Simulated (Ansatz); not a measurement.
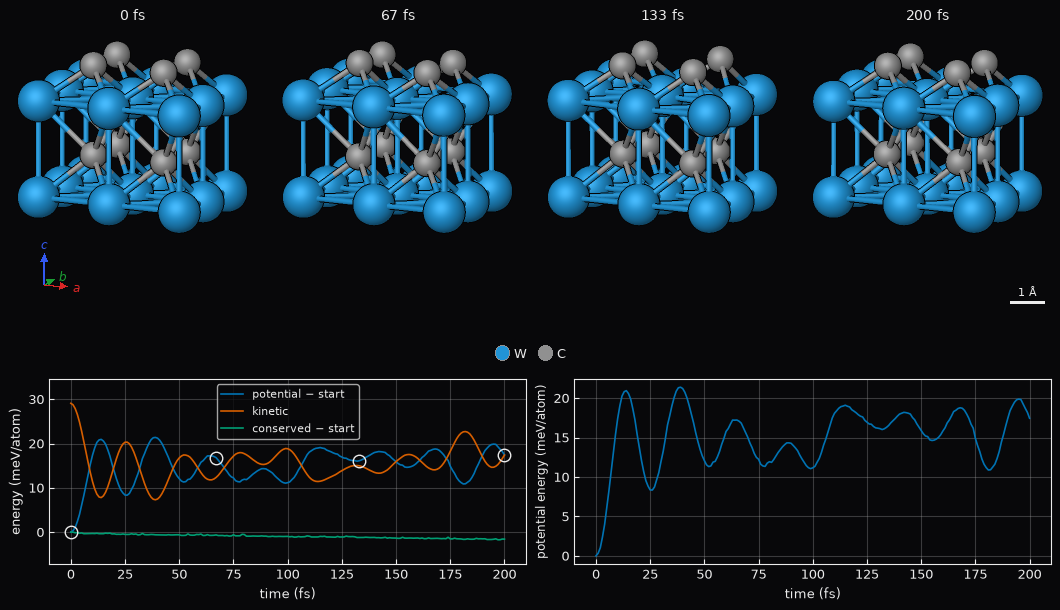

Molecular dynamics of a slab of WC(001) (16 atoms in the cell), 200 fs long. Frames and the history of the run. A ball-and-stick model of the simulation cell, with the vacuum cut short, seen slightly off an axis. Bonds to atoms that aren't drawn are left out.

Method: Ansatz, DFT PBE-D3(BJ), scalar-relativistic, plane waves, PAW. Set-up: plane-wave cutoff 420 eV; k-point mesh 2 × 2 × 1; Fermi-Dirac smearing 0.05 eV; low-accuracy preset; 4 atoms held fixed; Nosé-Hoover thermostat (NVT); set temperature 300 K; time step 1 fs; thermostat time 200.0 fs.

Question: What do the frames and curves show?

Answer: In the second half of the run the atoms are, in the root-mean-square, this far from where they began (common drift taken out): C 0.07 Å, W 0.06 Å. That is small against the typical shortest distance between atoms in the first frame, about 2.1 Å: the atoms vibrate about their sites and the arrangement holds. Over the second half the temperature averages 162 K (spread ±28 K). That is still far from the set 300 K: the thermostat hasn't settled it within this run. The potential energy in the second half lies on average 16.4 meV per atom above the first frame. The conserved quantity stays between −1.7 and 0.01 meV per atom of its start. A straight-line fit has a slope that amounts to −1.4 meV per atom over 200 fs (9.0 % of the mean kinetic energy), its mean offset in the second half is 8.3 %, and the ripple about the line is 2.4 % of the kinetic energy's fluctuation. That is tolerable for a short run, though not tight (an offset or drift over 2 % of the kinetic energy, or a ripple over 7 %). The self-consistency threshold is loose, so the forces are noisy.

Limits of the set-up: the k-point mesh is coarse for a cell with partly filled bands; the program's low-accuracy preset was used.

The run took 17 min on 1 thread of Intel(R) Xeon(R) Platinum 8259CL CPU @ 2.50GHz (Skylake/Cascade Lake), with other jobs on the host, peak memory 0.79 GiB.

PAW datasets: the set soft_1.
